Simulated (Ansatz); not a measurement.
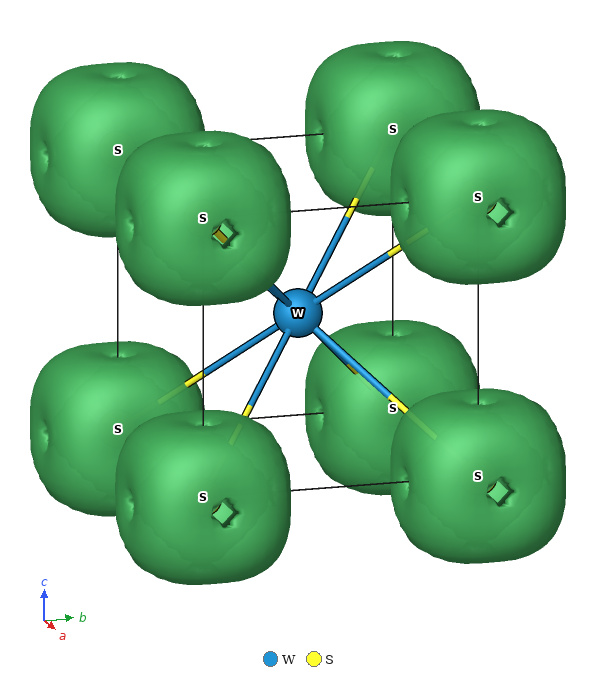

WS. Isosurface of the ELF at 0.75 (green), seen slightly off an axis. Core shells and regions of very low density are left out. Sticks mark near contacts.

Space group Pm-3m; a generated structure, not necessarily the stable one; computed pressure about 14 GPa in this cell.

Theory: Kohn-Sham DFT of a periodic cell, BLYP, Ansatz PAW in Ansatz.

Core electrons are frozen (PAW), and the valence fields are smoothed inside the atomic spheres.

**Describe the localisation domains.**

At this value the surface marks out one region wrapped around S (its valence shell), counted in one cell of 2 atoms. Any copies at cell faces, edges or corners count once. Profiles from the grid: W–S (2.60 Å): the ELF peaks at about 0.85 in the valence shell of S, 0.8 Å from its nucleus, and is about 0.35 at the midpoint.

**Metal or insulator at this level of theory?**

It is metallic or semimetallic at this level of theory: no gap opens; semilocal functionals without U, or without the true magnetic order, often close the gap of such compounds.
